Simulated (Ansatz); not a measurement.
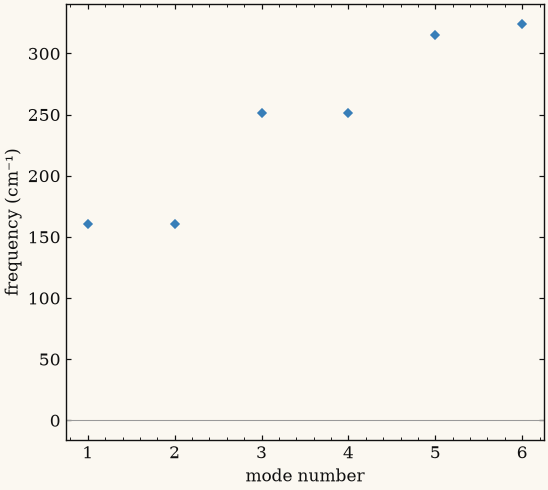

The plot gives the computed zone-centre optical phonon frequencies (the three acoustic modes are left out).

Calculation (Ansatz 0.2.0): harmonic phonon frequencies at the zone centre with atoms at rest in the given cell, without the long-range term of polar modes, the three translations left out, imaginary frequencies are negative; plane waves with PAW datasets, Γ-centred k mesh. Level: PBEsol, no spin polarisation.

Question: For which of these solids was it computed?
A. TaSi₂, P6_422 (No. 181), 14.3 Å³/atom
B. ZrS₂, P-3m1 (No. 164), 21.9 Å³/atom
C. AlGa₃N₄, P-43m (No. 215), 11.1 Å³/atom

Answer: B, ZrS₂: modes from 160.9 to 324.4 cm⁻¹. The others give: AlGa₃N₄, modes from 188.5 to 691.6 cm⁻¹; TaSi₂, modes from 106.4 to 409.5 cm⁻¹.

For AlGa₃N₄, limits of the calculation: field response not converged on the k mesh.

For TaSi₂, limits of the calculation: metal sensitive to the k mesh.

For ZrS₂, limits of the calculation: a crossing between the sampled k points may be missed.
